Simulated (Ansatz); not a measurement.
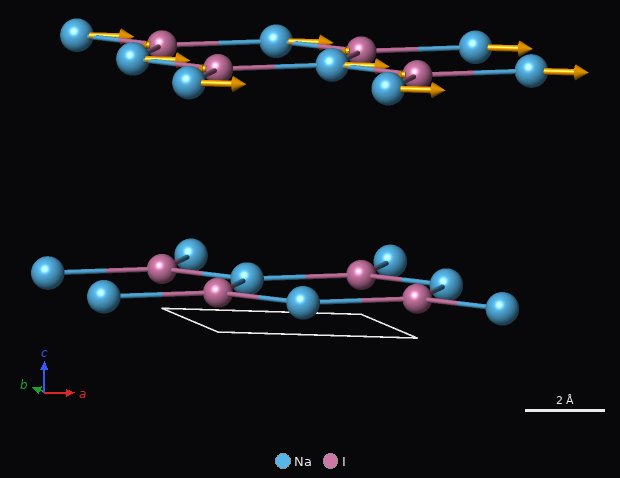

One vibrational mode of a free-standing layer of NaI (a generated structure) at the zone centre. The orange arrows are the displacements of the atoms (eigenvector over the root of the mass), of arbitrary overall length and sign. A ball-and-stick model of the cell of the calculation, outlined in the plane, without the vacuum, seen slightly off an axis.

Method: DFT PBE, scalar-relativistic, plane waves, PAW in Ansatz. Settings: plane-wave cutoff 420 eV; k-point mesh 6 × 6 × 1; occupations fixed; no spin polarisation.

Frequencies are those without the non-analytic (LO–TO) term.

> What mode is this, and where does it lie in the spectrum?

This is a 4-fold mode (one member of the set is drawn) at 169 cm⁻¹, the highest optical level. All motion is along a of the drawn cell; it stretches the shortest I–Na bonds (3.01 Å); the kinetic energy is shared as Na 85 %, I 15 %.
